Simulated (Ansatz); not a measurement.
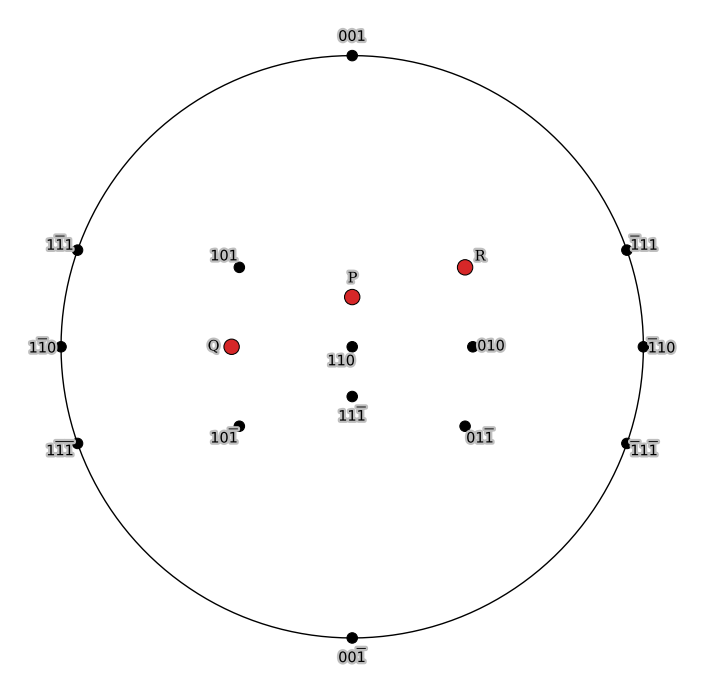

Crystal: InCuSe2, a calculation's input that goes back to an entry of the Crystallography Open Database (an earlier step may have relaxed or displaced it). Stereographic projection of plane normals (upper hemisphere) centred on (1 1 0). Geometry calculated from the standardised cell; symmetry tolerance 0.002 Å.

a = 5.784 Å, b = 5.784 Å, c = 11.621 Å, α = 90.00°, β = 90.00°, γ = 90.00°.

Index the poles marked P, Q, R.

P is (1 1 1), 19.4° from the centre; Q is (1 0 0), 45.0° from the centre; R is (0 1 1), 50.7° from the centre.

What is the angle between the normals of (0 1 1) and (1 1 0), and what are their d_hkl = 1/|g|?

50.7°; d = 5.178 Å and 4.090 Å.
